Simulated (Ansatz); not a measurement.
TiAl: geometry relaxation (part 2 of 2)

Continued. System: TiAl (P-6m2, 2 atoms in the cell). Method: DFT PBEsol, scalar-relativistic, plane waves, PAW, PAW set soft_1, no spin polarisation (Ansatz 0.2.0); cutoff 520 eV, 18×18×10 k-mesh, Gaussian smearing of 0.1 eV. The structure derives from a Materials Project entry.

Geometry of the input (Å; fractional positions):
```
2.8673  0.0000  0.0000
-1.4336  2.4831  0.0000
0.0000  0.0000  4.6781
Ti 0.0000  0.0000  0.0000
Al 0.3333  0.6667  0.5000
```

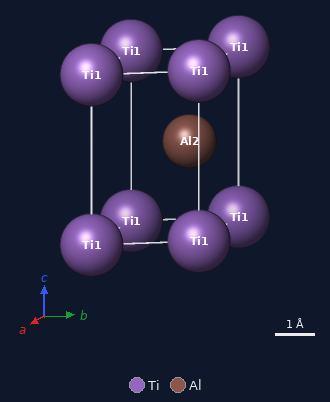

Fig. 1: The geometry at step 2 of the log (spheres-only view of the cell of the calculation, seen slightly off an axis; atoms are numbered from 1 in the order of the input).

The program's output, continued:
```
Crystal: 2 atoms, lattice volume = 32.464 Å³
Basis set: ecut = 520 eV, 881 PW (Γ), exchange–correlation on 48×48×72 points (8 copies of the dense FFT grid, shifted against one another)
iter 1 solved again at ethr=3.00e-6 eV; its pass at ethr=3.10e-3 eV (dr2=4.50e-4 eV) is discarded
SCF iter   1: F=—  HF=-2998.961763 eV  |F-HF|=—  |Δ(HF+E_count)|=         —  Δρ=8.43e-4  dr2=4.17e-4  ethr=3.00e-6  ⟨swp⟩=1.2  Hψ=17317  notcnv=0
preconditioner: auto → none  [metal: Δε(μ)=0.007 eV  Ē_g=5.184 eV  σ=0.100 eV  W_gap=0.04  n_scr=2 (ndim 8)  ℏωp=17.2 eV  f_vac=0.000  D(μ)=2.53/eV (n_scr^D=34)]
SCF iter   2: F=—  HF=-2998.961620 eV  |F-HF|=—  |Δ(HF+E_count)|=   1.43e-4  Δρ=3.64e-4  dr2=3.17e-5  ethr=2.78e-6  ⟨swp⟩=2.0  Hψ=3343  notcnv=0
SCF iter   3: F=—  HF=-2998.961603 eV  |F-HF|=—  |Δ(HF+E_count)|=   1.71e-5  Δρ=1.02e-4  dr2=3.21e-6  ethr=2.11e-7  ⟨swp⟩=2.0  Hψ=3427  notcnv=0
iter 4 did not close the SCF: its close was put off for the readings that it lacked (scf_convergence_deferred on its scf_iter line)
SCF iter   4: F=-2998.961602 eV  HF=-2998.961602 eV  |F-HF|=1.42e-8  |Δ(HF+E_count)|=   8.28e-7  Δρ=1.24e-5  dr2=3.99e-8  ethr=2.14e-8  ⟨swp⟩=2.0  Hψ=3384  notcnv=0
iter 5 did not close the SCF: its close was put off for the readings that it lacked (scf_convergence_deferred on its scf_iter line)
SCF iter   5: F=-2998.961602 eV  HF=-2998.961602 eV  |F-HF|=1.56e-10  |Δ(HF+E_count)|=   2.29e-8  Δρ=1.92e-6  dr2=1.05e-9  ethr=2.66e-10  ⟨swp⟩=2.0  Hψ=3360  notcnv=0
SCF iter   6: F=-2998.961602 eV  HF=-2998.961602 eV  |F-HF|=9.55e-12  |Δ(HF+E_count)|=  9.55e-12  Δρ=1.46e-7  dr2=4.80e-12  ethr=7.02e-12  ⟨swp⟩=3.8  Hψ=10545  notcnv=0
SCF 3 converged in 6 iterations: F = -2998.961602 eV  dr2 = 4.80e-12
relax step   3: F+E_penalty+E_count = -2998.96160224 eV  Δ(F+E_penalty+E_count) = -5.280e-3 eV  max|allowed force component| = 3.065e-17 eV/Å  Δτ_max = 0.0000 Å  P = -0.100 GPa  Ω = 32.464 Å³  energy of the carried Pulay correction = +8.287e-5 eV  (6 SCF iters, dr2 threshold 2.00e-7 eV, accepted)
Crystal: 2 atoms, lattice volume = 32.437 Å³
iter 1 solved again at ethr=4.03e-9 eV; its pass at ethr=3.10e-3 eV (dr2=6.04e-7 eV) is discarded
SCF iter   1: F=—  HF=-2998.961619 eV  |F-HF|=—  |Δ(HF+E_count)|=         —  Δρ=3.68e-5  dr2=6.25e-7  ethr=4.03e-9  ⟨swp⟩=2.1  Hψ=16403  notcnv=0
preconditioner: auto → none  [metal: Δε(μ)=0.002 eV  Ē_g=5.190 eV  σ=0.100 eV  W_gap=0.01  n_scr=2 (ndim 8)  ℏωp=17.2 eV  f_vac=0.000  D(μ)=2.53/eV (n_scr^D=34)]
SCF iter   2: F=—  HF=-2998.961615 eV  |F-HF|=—  |Δ(HF+E_count)|=   3.95e-6  Δρ=1.52e-5  dr2=5.90e-8  ethr=4.03e-9  ⟨swp⟩=2.0  Hψ=3401  notcnv=0
iter 3 did not close the SCF: its close was put off for the readings that it lacked (scf_convergence_deferred on its scf_iter line)
SCF iter   3: F=-2998.961615 eV  HF=-2998.961615 eV  |F-HF|=3.47e-9  |Δ(HF+E_count)|=   2.18e-8  Δρ=4.00e-6  dr2=5.45e-9  ethr=3.93e-10  ⟨swp⟩=2.4  Hψ=3652  notcnv=0
iter 4 did not close the SCF: its close was put off for the readings that it lacked (scf_convergence_deferred on its scf_iter line)
SCF iter   4: F=-2998.961615 eV  HF=-2998.961615 eV  |F-HF|=1.46e-11  |Δ(HF+E_count)|=   1.75e-9  Δρ=6.25e-7  dr2=9.20e-11  ethr=3.64e-11  ⟨swp⟩=2.1  Hψ=3485  notcnv=0
iter 5 did not close the SCF: its close was put off for the readings that it lacked (scf_convergence_deferred on its scf_iter line)
SCF iter   5: F=-2998.961615 eV  HF=-2998.961615 eV  |F-HF|=0.00e0  |Δ(HF+E_count)|=  3.27e-11  Δρ=8.92e-8  dr2=2.32e-12  ethr=1.00e-12  ⟨swp⟩=2.2  Hψ=3569  notcnv=0
SCF iter   6: F=-2998.961615 eV  HF=-2998.961615 eV  |F-HF|=9.09e-13  |Δ(HF+E_count)|=    0.00e0  Δρ=7.05e-9  dr2=1.10e-14  ethr=1.00e-12  ⟨swp⟩=3.0  Hψ=8682  notcnv=0
SCF 4 converged in 6 iterations: F = -2998.961615 eV  dr2 = 1.10e-14
relax step   4: F+E_penalty+E_count = -2998.96161523 eV  Δ(F+E_penalty+E_count) = -1.300e-5 eV  max|allowed force component| = 1.446e-17 eV/Å  Δτ_max = 0.0000 Å  P = -0.002 GPa  Ω = 32.437 Å³  energy of the carried Pulay correction = +8.556e-5 eV  (6 SCF iters, accepted)
Initial wavefunctions: pseudopotential atomic-orbital guess (no wavefunctions were taken with the density)
iter 1 solved again at ethr=1.04e-8 eV; its pass at ethr=3.10e-3 eV (dr2=1.55e-6 eV) is discarded
SCF iter   1: F=—  HF=-2998.961537 eV  |F-HF|=—  |Δ(HF+E_count)|=         —  Δρ=1.41e-5  dr2=5.11e-9  ethr=1.04e-8  ⟨swp⟩=3.0  Hψ=21127  notcnv=0
SCF iter   2: F=—  HF=-2998.961534 eV  |F-HF|=—  |Δ(HF+E_count)|=   3.72e-6  Δρ=6.97e-6  dr2=1.24e-9  ethr=3.41e-11  ⟨swp⟩=2.1  Hψ=4090  notcnv=0
SCF iter   3: F=—  HF=-2998.961534 eV  |F-HF|=—  |Δ(HF+E_count)|=   3.83e-9  Δρ=4.04e-7  dr2=3.79e-11  ethr=8.29e-12  ⟨swp⟩=2.1  Hψ=4030  notcnv=0
iter 4 did not close the SCF: its close was put off for the readings that it lacked (scf_convergence_deferred on its scf_iter line)
SCF iter   4: F=-2998.961534 eV  HF=-2998.961534 eV  |F-HF|=9.09e-13  |Δ(HF+E_count)|=  2.27e-12  Δρ=1.11e-7  dr2=2.60e-12  ethr=1.00e-12  ⟨swp⟩=1.0  Hψ=2668  notcnv=0
iter 5 did not close the SCF: its close was put off for the readings that it lacked (scf_convergence_deferred on its scf_iter line)
SCF iter   5: F=-2998.961534 eV  HF=-2998.961534 eV  |F-HF|=0.00e0  |Δ(HF+E_count)|=  9.09e-13  Δρ=3.88e-8  dr2=1.62e-13  ethr=1.00e-12  ⟨swp⟩=1.0  Hψ=2664  notcnv=0
iter 6 did not close the SCF: its close was put off for the readings that it lacked (scf_convergence_deferred on its scf_iter line)
SCF iter   6: F=-2998.961534 eV  HF=-2998.961534 eV  |F-HF|=1.36e-12  |Δ(HF+E_count)|=  1.36e-12  Δρ=7.26e-9  dr2=1.01e-14  ethr=1.00e-12  ⟨swp⟩=1.0  Hψ=2664  notcnv=0
iter 7 did not close the SCF: its close was put off for the readings that it lacked (scf_convergence_deferred on its scf_iter line)
SCF iter   7: F=-2998.961534 eV  HF=-2998.961534 eV  |F-HF|=4.55e-13  |Δ(HF+E_count)|=  1.36e-12  Δρ=1.33e-9  dr2=3.80e-16  ethr=1.00e-12  ⟨swp⟩=1.0  Hψ=2664  notcnv=0
SCF iter   8: F=-2998.961534 eV  HF=-2998.961534 eV  |F-HF|=9.09e-13  |Δ(HF+E_count)|=  4.55e-13  Δρ=2.48e-10  dr2=1.04e-17  ethr=1.00e-12  ⟨swp⟩=1.0  Hψ=6219  notcnv=0
SCF 5 converged in 8 iterations: F = -2998.961534 eV  dr2 = 1.04e-17
relax step   5: F+E_penalty+E_count = -2998.96153359 eV  Δ(F+E_penalty+E_count) = +8.165e-5 eV  max|allowed force component| = 2.400e-17 eV/Å  Δτ_max = 0.0000 Å  P = -0.004 GPa  Ω = 32.437 Å³  stress off target by 9.74e-3 GPa  SCF on the basis re-selected at this cell (its energy is not comparable with the rows above)  (8 SCF iters)
basis re-selected at this cell: Δ(F+E_penalty+E_count) = +8.165e-5 eV, ΔP = -0.001 GPa vs the last step (what re-selecting the basis moved, of the pressure what is left beyond the Pulay correction that the steps carried, after the strain that the cell walked since its last selection, with what the two solves' SCF thresholds leave and, on support functions, any second-order correction that the steps lacked; it is no measure of the basis error at this ecutwfc). This SCF's stress stands 9.74e-3 GPa from its target on what of the cell is left free (relax.cell.stress_tol is 5.00e-2 GPa) and its largest allowed force component is 2.40e-17 eV/Å (relax.f_tol is 5.00e-3 eV/Å): within both
SCF converged after 8 iterations
Free energy (F): -2998.961534 eV
Harris-Foulkes:  -2998.961534 eV  (|F-HF|=9.09e-13)
Internal energy: -2998.948884 eV  (E = F + TS)
E sigma→0 (E₀):  -2998.955209 eV
Entropy (-TS):   -0.012650 eV (-6.325 meV/atom)
Fermi energy:    10.639654 eV
--- Per-component energies (eV) ---
  E_band       = -165.386701
  E_kinetic    = 304.198100
  E_local      = -1201.707256  (includes V_loc(G=0)·N_el)
  E_nonlocal   = 72.487494
  E_hartree    = 505.762112
  E_xc         = -153.044184
  E_vxc        = -174.824848  (∫ρ·V_xc dr)
  E_paw        = -1474.151937  (= ΣΔE_a)
  E_vpaw       = -177.064387  (= ΣTr[D̂ρ^β])
  E_aug_tail   = -0.000029  (compensation charges beyond the density's cutoff)
  E_ewald      = -1052.651708
  E_core_change = 0.158524  (= ΣΔE_core)
  E_smearing   = -0.012650  (= −TS)
  E_closure    = -0.000000  (closes the sum)
  Σ components = -2998.961534   (vs F -2998.961534, Δ=0.00e0)
--- Forces (eV/Å), atoms counted from 1 ---
  atom   1  Ti    -0.00000000     0.00000000    -0.00000000
  atom   2  Al     0.00000000    -0.00000000     0.00000000
  max |Σ_I F_I| component: 4.45e-17 eV/Å
--- Stress (GPa, compression-positive) ---
       -0.000928      -0.000000       0.000000
       -0.000000      -0.000928       0.000000
        0.000000       0.000000      -0.009743
  P = ⅓ Tr σ = -0.0039 GPa (-0.039 kbar)
--- Band table (eV; the first three rows and the last of 222) ---
  k-point 0: bands = ["-45.5527", "-21.9966", "-21.5471", "-21.5471", "1.6194", "8.3384", "8.8556", "11.9546", "11.9546", "13.4874", "13.4874", "14.7518"]
  k-point 1: bands = ["-45.5527", "-21.9971", "-21.5471", "-21.5471", "1.6843", "7.7633", "9.2930", "11.9559", "11.9559", "13.4794", "13.4794", "14.9664"]
  k-point 2: bands = ["-45.5527", "-21.9984", "-21.5471", "-21.5471", "1.8701", "6.9475", "9.7379", "11.9593", "11.9593", "13.4585", "13.4585", "15.5601"]
  k-point 221: bands = ["-45.4334", "-21.9849", "-21.9813", "-21.8822", "8.5802", "8.6710", "9.9641", "10.0165", "10.6479", "11.9246", "14.0402", "15.3147"]
--- Relaxed structure (4 steps of the walk, 4 accepted, 1 SCFs on fresh bases) ---
  F+E_penalty+E_count = -2998.96153359 eV   max|allowed force component| = 2.400e-17 eV/Å   (the final SCF, on the basis selected at the relaxed cell)
  cell:  # Å, volume = 32.4369 Å³
    - [2.847547734188722, -2.8668936908230954e-11, 1.0394337170044475e-29]
    - [-1.4237738670695328, 2.466048676310586, -8.9432793176681e-19]
    - [-4.29372136228747e-33, -1.6848710644089646e-18, 4.6191923826116215]
  atoms:
    - { symbol: Ti, position: [-1.850371700815422e-17, 1.8503717008154225e-17, -3.91965213361687e-34] }
    - { symbol: Al, position: [0.3333333333333333, 0.6666666666666666, 0.5000000000000001] }
```

Trajectory as extended XYZ (Å, eV, eV/Å), 5 frames, from step=1 to step=5:
```
2
Lattice="2.8673 0.0000 0.0000 -1.4336 2.4831 0.0000 0.0000 0.0000 4.6781" Properties=species:S:1:pos:R:3:forces:R:3 step=1 energy=-2998.95293 pressure_GPa=-2.91
Ti    0.0000    0.0000    0.0000    0.0000   0.0000   0.0000
Al    0.0000    1.6554    2.3390    0.0000   0.0000   0.0000
2
Lattice="2.8325 0.0000 0.0000 -1.4162 2.4530 0.0000 0.0000 0.0000 4.5735" Properties=species:S:1:pos:R:3:forces:R:3 step=2 energy=-2998.95632 pressure_GPa=2.48
Ti    0.0000    0.0000    0.0000    0.0000   0.0000   0.0000
Al    0.0000    1.6353    2.2868    0.0000   0.0000   0.0000
2
Lattice="2.8480 0.0000 0.0000 -1.4240 2.4665 0.0000 0.0000 0.0000 4.6214" Properties=species:S:1:pos:R:3:forces:R:3 step=3 energy=-2998.96160 pressure_GPa=-0.10
Ti    0.0000    0.0000    0.0000    0.0000   0.0000   0.0000
Al    0.0000    1.6443    2.3107    0.0000   0.0000   0.0000
2
Lattice="2.8475 0.0000 0.0000 -1.4238 2.4660 0.0000 0.0000 0.0000 4.6192" Properties=species:S:1:pos:R:3:forces:R:3 step=4 energy=-2998.96162 pressure_GPa=-0.00
Ti    0.0000    0.0000    0.0000    0.0000   0.0000   0.0000
Al    0.0000    1.6440    2.3096    0.0000   0.0000   0.0000
2
Lattice="2.8475 0.0000 0.0000 -1.4238 2.4660 0.0000 0.0000 0.0000 4.6192" Properties=species:S:1:pos:R:3:forces:R:3 step=5 energy=-2998.96153 pressure_GPa=-0.00
Ti    0.0000    0.0000    0.0000    0.0000   0.0000   0.0000
Al    0.0000    1.6440    2.3096    0.0000   0.0000   0.0000
```

Summary:

| quantity | value |
| --- | --- |
| outcome | converged |
| space group (tolerance 0.01 Å) | P-6m2 (187) |
| electrons treated | 15 |
| free energy | −2998.9615 eV |
| Fermi energy | 10.640 eV |
| gap on the k-point mesh | none (metallic) |
| pressure | 0.00 GPa |
| final volume | 32.44 Å³ |
| largest force (length of the vector) at the end | under 0.001 eV/Å |
| final cell | a = 2.848 Å, b = 2.848 Å, c = 4.619 Å, α = 90.00°, β = 90.00°, γ = 120.00° |
| hardware | 2 threads of Arm Neoverse N1, 98 GiB of memory available, shared host |
| wall time | 55 s (CPU time 1.8 min) |
| peak memory | 0.46 GiB |

Warnings of the run: the PAW datasets were made with another functional.
